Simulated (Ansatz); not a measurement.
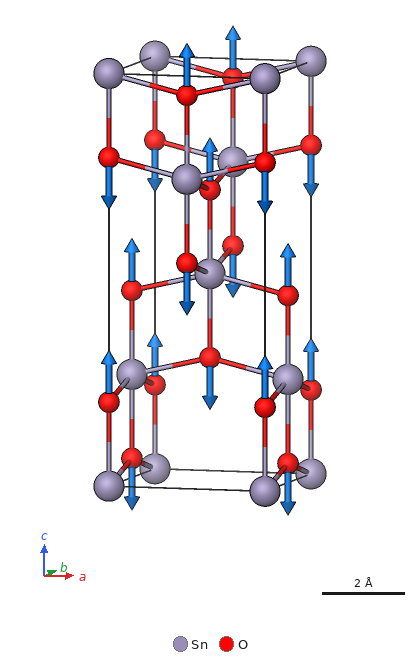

One vibrational mode of crystalline SnO2 at the zone centre. The blue arrows are the displacements of the atoms (eigenvector over the root of the mass), of arbitrary overall length and sign. The picture is a ball-and-stick view of the conventional cell (2 times the calculation's cell), seen slightly off an axis. Lengths and directions refer to the drawn axes.

Level of theory: Ansatz 0.2.0, DFT r2SCAN, scalar-relativistic, plane waves, PAW. (plane-wave cutoff 500 eV; k-point mesh 10 × 10 × 10; occupations gaussian; smearing width 0.05 eV; no spin polarisation)

Frequencies are those without the non-analytic (LO–TO) term.

**Give the symmetry, activity and frequency of this mode.**

This is the A₁g mode at 516 cm⁻¹, optical level 6 of 10, counted from below, Raman-active by symmetry. The Sn atoms stay at rest; all motion is along c; atoms of one kind move against one another, with no net shift of their sublattice; it stretches the O–Sn bonds (2.08 Å).
